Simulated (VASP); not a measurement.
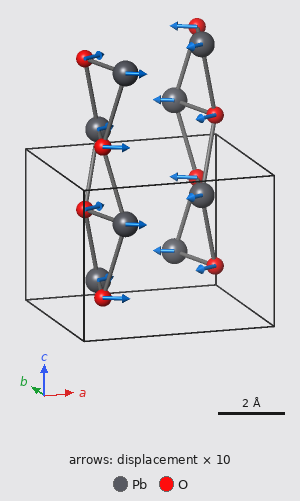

A relaxation of crystalline PbO (set up in Pbcm). The starting structure is drawn; blue arrows show the displacements (the part carried along by the change of the cell is left out), magnified 10 times.

A ball-and-stick model of the cell of the calculation, repeated 1 × 1 × 2 with one cell outlined, seen slightly off an axis.

The run lets cell and atoms move.

These are results of VASP, Kohn-Sham DFT of a periodic cell, PBE with D3(BJ), VASP PAW PBE potentials, recommended, not measurements.

Input file:
```
PREC = Accurate
ENCUT = 600
EDIFF = 1E-7
ISMEAR = 0
SIGMA = 0.02
LREAL = False
LASPH = True
NELM = 100
ALGO = Normal
ISIF = 3
LWAVE = False
LCHARG = False
GGA = PE
IVDW = 12
IBRION = 2
NSW = 90
EDIFFG = -0.005
```

Run as
```bash
cat potpaw_PBE.64/Pb_d/POTCAR potpaw_PBE.64/O/POTCAR > POTCAR
mpirun -np 1 vasp_std > vasp.out
```

What happened in the run?

The largest moves relative to the cell, 0.085 Å, are those of O atoms. By element the largest moves are O 0.085 Å, Pb 0.067 Å. Cell: a 6.101 → 5.860 Å (−3.9 %), b 5.621 → 5.528 Å (−1.7 %), c 4.728 → 4.792 Å (+1.4 %). Volume −4.3 %. Among the contacts that change: O–Pb 2.232 → 2.262 Å, O–Pb 2.265 → 2.286 Å, O–Pb 2.474 → 2.494 Å. Bond angles that change, for instance: Pb–O–Pb 120.9° → 117.5°, O–Pb–O 145.7° → 147.9°, Pb–O–Pb 145.7° → 147.9°. The space group stays Pbcm (No. 57). The energy falls by 7.0 meV per atom in 21 geometry steps. The largest force component goes from 0.32 to 0.0027 eV/Å. The pressure goes from 1.15 to −0.01 GPa.
